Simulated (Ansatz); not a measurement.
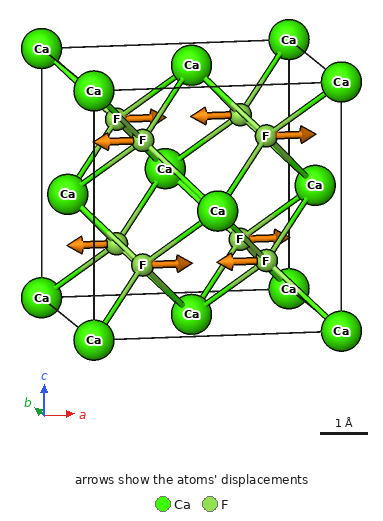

One vibrational mode of a crystal of CaF2 relaxed at 6 GPa at the zone centre. The orange arrows give the relative displacements of the atoms. A ball-and-stick model of the conventional cell (4 times the calculation's cell), seen slightly off an axis. Lengths and directions refer to the drawn axes.

Method: DFT PBE, scalar-relativistic, plane waves, PAW (Ansatz).

Input
```yaml
crystal:
  lattice:
    - [0.0, 2.6949784458, 2.6949784458]
    - [2.6949784458, 0.0, 2.6949784458]
    - [2.6949784458, 2.6949784458, 0.0]
  atoms:
    - { symbol: Ca, position: [0.0, 0.0, 0.0] }
    - { symbol: F, position: [0.25, 0.25, 0.25] }
    - { symbol: F, position: [0.75, 0.75, 0.75] }
basis:
  ecutwfc: 420
kpoints:
  mp_grid: { grid: [8, 8, 8] }
hamiltonian:
  xc: pbe
scf:
  occupations: { method: fixed }
output:
  eigenvalues: true
phonons:
  method: dfpt
  dielectric: true
  rigid_motions: translations
  eigenvectors: true
```

Run as
```bash
ansatz run input.yaml --threads 1 --pin off --max-ram 1228MiB --backend cpu --events-out ev --progress --plain --runs-dir out
```

Frequencies are those without the non-analytic (LO–TO) term.

**Give the symmetry, activity and frequency of this mode.**

This is the T₂g mode (triply degenerate; one member of the set is drawn) at 339 cm⁻¹, the highest optical level, Raman-active by symmetry. The Ca atoms stay at rest; all motion is along a; atoms of one kind move against one another, with no net shift of their sublattice.
